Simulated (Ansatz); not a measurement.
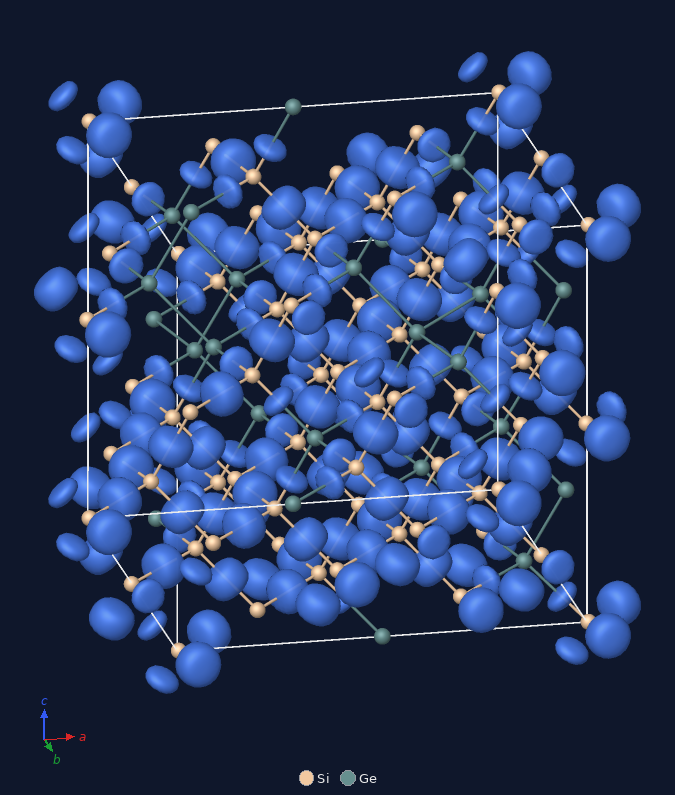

The picture shows: Si₄₅Ge₁₉. Isosurface of the ELF at 0.85 (blue), seen at an oblique angle. Core shells and regions of very low density are left out. Sticks mark near contacts.

Space group P1.

Computed with DFT LDA, scalar-relativistic, plane waves, PAW in Ansatz 0.2.0.

Input file:

```
crystal:
  lattice:
    - [10.9347018, 0.0, 0.0]
    - [0.0, 10.9347018, 0.0]
    - [0.0, 0.0, 10.9347018]
  atoms:
    - { symbol: Si, position: [0.0, 0.0, 0.0] }
    - { symbol: Si, position: [0.0, 0.0, 0.5] }
    - { symbol: Ge, position: [0.0, 0.5, 0.0] }
    - { symbol: Si, position: [0.0, 0.5, 0.5] }
    - { symbol: Si, position: [0.5, 0.0, 0.0] }
    - { symbol: Si, position: [0.5, 0.0, 0.5] }
    - { symbol: Si, position: [0.5, 0.5, 0.0] }
    - { symbol: Si, position: [0.5, 0.5, 0.5] }
    - { symbol: Si, position: [0.0, 0.25, 0.25] }
    - { symbol: Si, position: [0.0, 0.25, 0.75] }
    - { symbol: Si, position: [0.0, 0.75, 0.25] }
    - { symbol: Si, position: [0.0, 0.75, 0.75] }
    - { symbol: Si, position: [0.5, 0.25, 0.25] }
    - { symbol: Ge, position: [0.5, 0.25, 0.75] }
    - { symbol: Ge, position: [0.5, 0.75, 0.25] }
    - { symbol: Ge, position: [0.5, 0.75, 0.75] }
    - { symbol: Ge, position: [0.25, 0.0, 0.25] }
    - { symbol: Si, position: [0.25, 0.0, 0.75] }
    - { symbol: Si, position: [0.25, 0.5, 0.25] }
    - { symbol: Ge, position: [0.25, 0.5, 0.75] }
    - { symbol: Ge, position: [0.75, 0.0, 0.25] }
    - { symbol: Si, position: [0.75, 0.0, 0.75] }
    - { symbol: Si, position: [0.75, 0.5, 0.25] }
    - { symbol: Si, position: [0.75, 0.5, 0.75] }
    - { symbol: Si, position: [0.25, 0.25, 0.0] }
    - { symbol: Si, position: [0.25, 0.25, 0.5] }
    - { symbol: Si, position: [0.25, 0.75, 0.0] }
    - { symbol: Si, position: [0.25, 0.75, 0.5] }
    - { symbol: Si, position: [0.75, 0.25, 0.0] }
    - { symbol: Si, position: [0.75, 0.25, 0.5] }
    - { symbol: Ge, position: [0.75, 0.75, 0.0] }
    - { symbol: Ge, position: [0.75, 0.75, 0.5] }
    - { symbol: Ge, position: [0.125, 0.125, 0.125] }
    - { symbol: Si, position: [0.125, 0.125, 0.625] }
    - { symbol: Si, position: [0.125, 0.625, 0.125] }
    - { symbol: Si, position: [0.125, 0.625, 0.625] }
    - { symbol: Si, position: [0.625, 0.125, 0.125] }
    - { symbol: Ge, position: [0.625, 0.125, 0.625] }
    - { symbol: Si, position: [0.625, 0.625, 0.125] }
    - { symbol: Si, position: [0.625, 0.625, 0.625] }
    - { symbol: Si, position: [0.125, 0.375, 0.375] }
    - { symbol: Si, position: [0.125, 0.375, 0.875] }
    - { symbol: Si, position: [0.125, 0.875, 0.375] }
    - { symbol: Si, position: [0.125, 0.875, 0.875] }
    - { symbol: Si, position: [0.625, 0.375, 0.375] }
    - { symbol: Ge, position: [0.625, 0.375, 0.875] }
    - { symbol: Ge, position: [0.625, 0.875, 0.375] }
    - { symbol: Ge, position: [0.625, 0.875, 0.875] }
    - { symbol: Ge, position: [0.375, 0.125, 0.375] }
    - { symbol: Ge, position: [0.375, 0.125, 0.875] }
    - { symbol: Si, position: [0.375, 0.625, 0.375] }
    - { symbol: Si, position: [0.375, 0.625, 0.875] }
    - { symbol: Si, position: [0.875, 0.125, 0.375] }
    - { symbol: Ge, position: [0.875, 0.125, 0.875] }
    - { symbol: Si, position: [0.875, 0.625, 0.375] }
    - { symbol: Si, position: [0.875, 0.625, 0.875] }
    - { symbol: Ge, position: [0.375, 0.375, 0.125] }
    - { symbol: Si, position: [0.375, 0.375, 0.625] }
    - { symbol: Si, position: [0.375, 0.875, 0.125] }
    - { symbol: Si, position: [0.375, 0.875, 0.625] }
    - { symbol: Si, position: [0.875, 0.375, 0.125] }
    - { symbol: Si, position: [0.875, 0.375, 0.625] }
    - { symbol: Si, position: [0.875, 0.875, 0.125] }
    - { symbol: Ge, position: [0.875, 0.875, 0.625] }
scf:
  occupations: { method: gaussian, width: 0.05 }
output:
  forces: true
  stress: true
  eigenvalues: true
  write_density: true
  write_potential: true
  elf: true
  volumetric_format: npy
hamiltonian:
  xc: lda
kpoints:
  mp_grid: { grid: [2, 2, 2] }
relax:
  f_tol: 0.003
  cell: { stress_tol: 0.02 }
```

Launched as:

```sh
ansatz run input.yaml --threads 6 --pin off --max-ram 12288MiB --backend cpu --events-out ev --progress --plain --runs-dir out
```

Below, planes, directions and counts refer to the conventional cell (a = 10.92 Å, b = 10.92 Å, c = 10.92 Å, α = 90.00°, β = 89.99°, γ = 90.00°).

The fields are those of the relaxed geometry.

> What do the ELF domains correspond to?

The surface consists of 54 regions between bonded Ge–Si atoms (shared pairs) and 63 regions between bonded Si–Si atoms (shared pairs), counted in one cell of 64 atoms. Any copies at cell faces, edges or corners count once. Along the contacts the grid gives the following. Si–Si (2.33 Å): the ELF peaks at about 0.95 between the atoms, as expected for a covalent bond. Si–Ge (2.36 Å): the ELF peaks at about 0.95 between the atoms (localised, covalent bonding).

> Does the calculation make it a metal, or give it a gap?

It is gapped, with a Kohn–Sham gap of 0.39 eV on the k-point mesh, an upper bound to the gap of this method.
